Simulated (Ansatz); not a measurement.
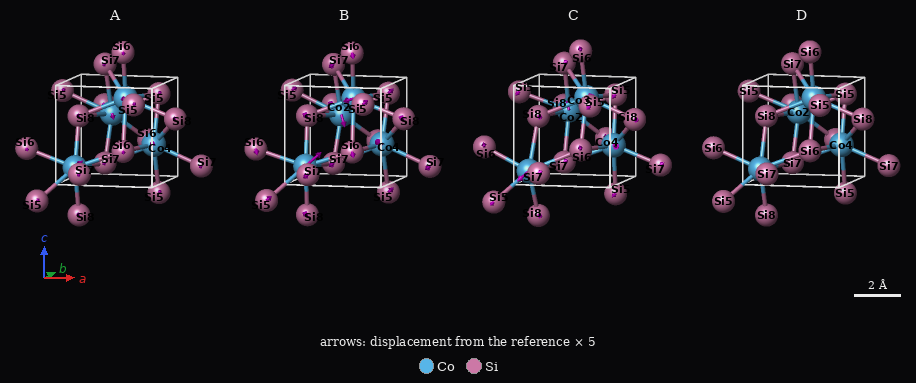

Energy scan for crystalline CoSi (P2_13), in which a normal mode at the zone centre (one arbitrary combination within a set of 3 degenerate modes) is frozen in with the cell fixed, the amplitude being the largest displacement of an atom. Style: ball-and-stick. Shown: the cell of the calculation, slightly off an axis. Purple arrows: displacements from the reference.

Method: DFT PBEsol, scalar-relativistic, plane waves, PAW (Ansatz). Set-up: plane-wave cutoff 420 eV; k-point mesh 10 × 10 × 10; occupations gaussian; smearing width 0.15 eV; no spin polarisation. Energies (free energies at the smearing named) are counted from the relaxed crystal.

> Rank the frames from lowest to highest energy.

Lowest first: D (the amplitude 0.00 Å, 0 meV/cell), A (the amplitude 0.10 Å, 161 meV/cell), C (the amplitude −0.15 Å, 393 meV/cell), B (the amplitude 0.20 Å, 624 meV/cell). Over the whole scan: the harmonic wavenumber of the mode is 256 cm⁻¹, a stable vibration. Of the computed points the lowest is at the amplitude 0.00 Å, 0 meV/cell. The well is nearly symmetric. At the highest point the shortest interatomic distance is 2.16 Å, against 2.30 Å in the reference.

Limits of the set-up: an element that often carries a moment was run without spin polarisation.
